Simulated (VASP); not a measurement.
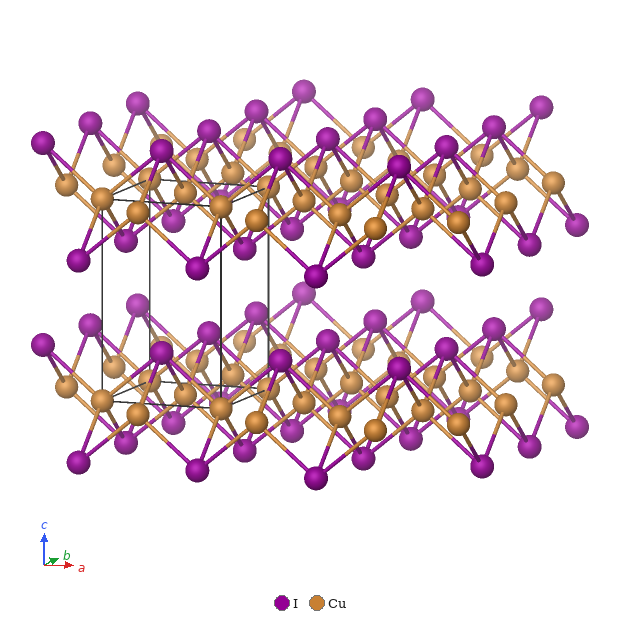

CuI (space group P4/nmm, No. 129): a cell listed in the Materials Project, as set up for an electronic-structure calculation.

Bonds are taken as Cu–I below 3 Å; no other contact counts. Simplification: prune 0- and 1-connected atoms, fold 2-connected ones into links.

What kind of net remains, and which atoms are its nodes?

Answer. A uninodal 4-connected, two-periodic (layers) net: I and Cu are 4-connected nodes.

Which named net is it?

Answer. It is the sql net, known from the square lattice.

How do the layers lie?

Answer. The layers lie parallel to (001).

How many nodes does the smallest cycle have?

Answer. Four.
